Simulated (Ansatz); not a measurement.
Given this structure:

```cif
data_structure
_symmetry_space_group_name_H-M 'P 63/m m c'
_symmetry_Int_Tables_number 194
_cell_length_a 2.5122
_cell_length_b 2.5122
_cell_length_c 8.3432
_cell_angle_alpha 90.000
_cell_angle_beta 90.000
_cell_angle_gamma 120.000
_cell_volume 45.60
loop_
_atom_site_label
_atom_site_type_symbol
_atom_site_symmetry_multiplicity
_atom_site_Wyckoff_symbol
_atom_site_fract_x
_atom_site_fract_y
_atom_site_fract_z
_atom_site_occupancy
B1 B 2 c 0.33333 0.66667 0.25000 1
N1 N 2 d 0.33333 0.66667 0.75000 1
```

**Work out the structure from the coordinates.**

The material is BN. Space group: P6_3/mmc (No. 194). Lattice: primitive hexagonal. One cell contains 2 B, 2 N, 4 atoms in all. The polyhedra are BN3 triangles; they share corners. B is linked to three N in a trigonal planar arrangement at 1.45 Å. N is linked to three B in a trigonal planar arrangement at 1.45 Å. The bonds build BN layers parallel to (001).

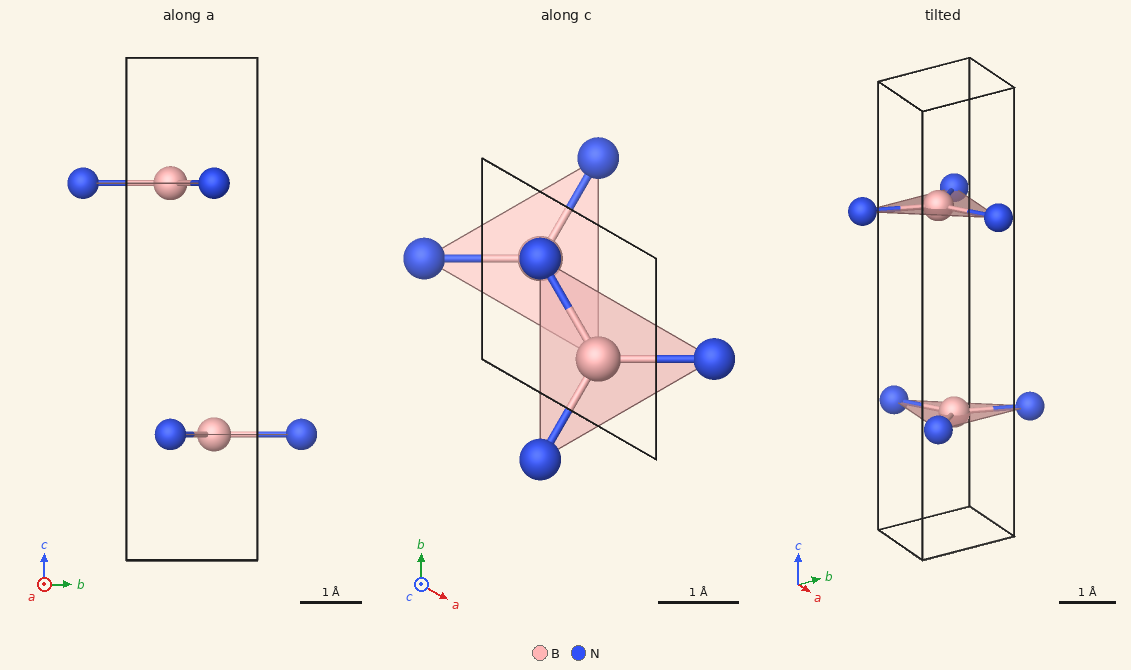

Figure: polyhedral view along the a axis, along the c axis and slightly off an axis. The edges of the conventional unit cell are marked. Some neighbours outside the box are added.

The initial geometry was a structure listed in the Materials Project. It is drawn as it came out of a relaxation with Ansatz, DFT PBE, scalar-relativistic, plane waves, PAW.
